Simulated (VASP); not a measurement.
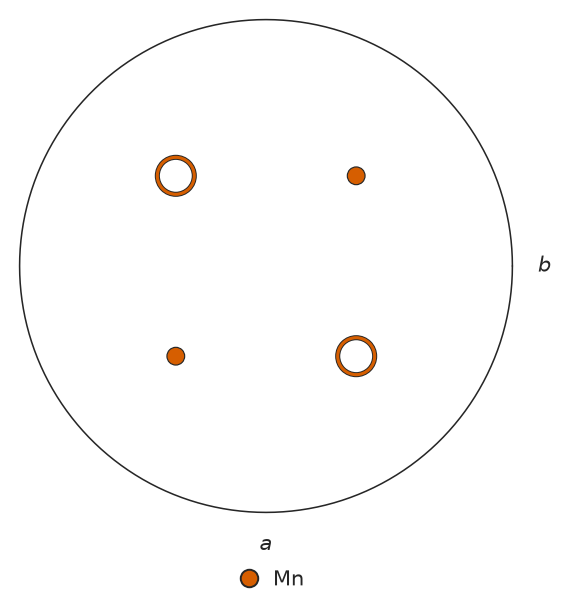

Crystal: MnS, a cell listed in the Materials Project, as set up for an electronic-structure calculation. Directions from one sulfur atom at (1/4, 1/4, 1/4) to its bonded neighbours, in stereographic projection down c (filled: above the plane of the page or in it, open: below). All values are computed from the atomic coordinates in the standard setting (tolerance 0.002 Å).

Neighbours are counted up to 2.74 Å for Mn.

```
CELL_PARAMETERS angstrom
4.94693 0.00000 0.00000
0.00000 4.94693 0.00000
0.00000 0.00000 4.94693
ATOMIC_POSITIONS crystal
Mn 0.00000 0.00000 0.00000
S 0.25000 0.25000 0.25000
Mn 0.00000 0.50000 0.50000
S 0.25000 0.75000 0.75000
Mn 0.50000 0.00000 0.50000
S 0.75000 0.25000 0.75000
Mn 0.50000 0.50000 0.00000
S 0.75000 0.75000 0.25000
```

**How many neighbours are there, and at what angles?**

4: 4 Mn at 2.14 Å. Angles between bonds: 109° (6×).

**What is the site's symmetry in the crystal?**

Point group -43m (Td), order 24: three −4 axes, four threefold axes, six mirror planes. In F-43m, No. 216 this is Wyckoff position 4c.
